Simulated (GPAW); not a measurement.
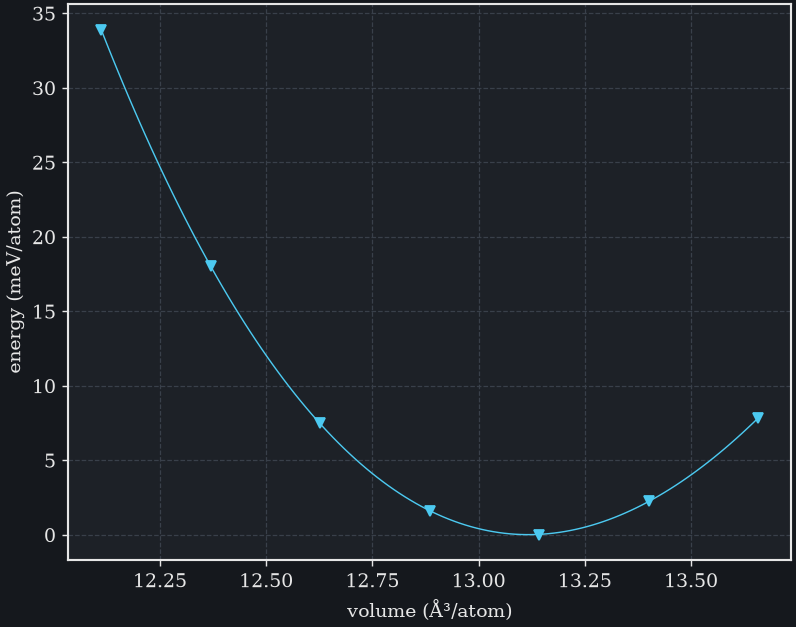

The figure shows the energy against volume.

How it was computed, with GPAW 26.7.0: PAW DFT in plane waves, on a grid or in atomic orbitals, no spin polarisation; energies at scaled volumes of the given cell, shape and fractions fixed, counted from the fit's minimum, third-order Birch-Murnaghan fit. Level: PBE with D4.

For which of these solids was it computed?
A. AlN, F-43m (No. 216)
B. CsPbCl₃, Pm-3m (No. 221)
C. Cu₂O, Pn-3m (No. 224)

C, Cu₂O: energy from 0.00 meV/atom to 33.90 meV/atom, V0 13.12 Å³/atom, B0 121 GPa. The others give: CsPbCl₃, energy from 0.01 meV/atom to 30.69 meV/atom, V0 36.63 Å³/atom, B0 24 GPa; AlN, energy from 0.50 meV/atom to 33.98 meV/atom, V0 10.5 Å³/atom, B0 200 GPa.

For CsPbCl₃, limits of the calculation: spin-orbit coupling left out, heavy elements.
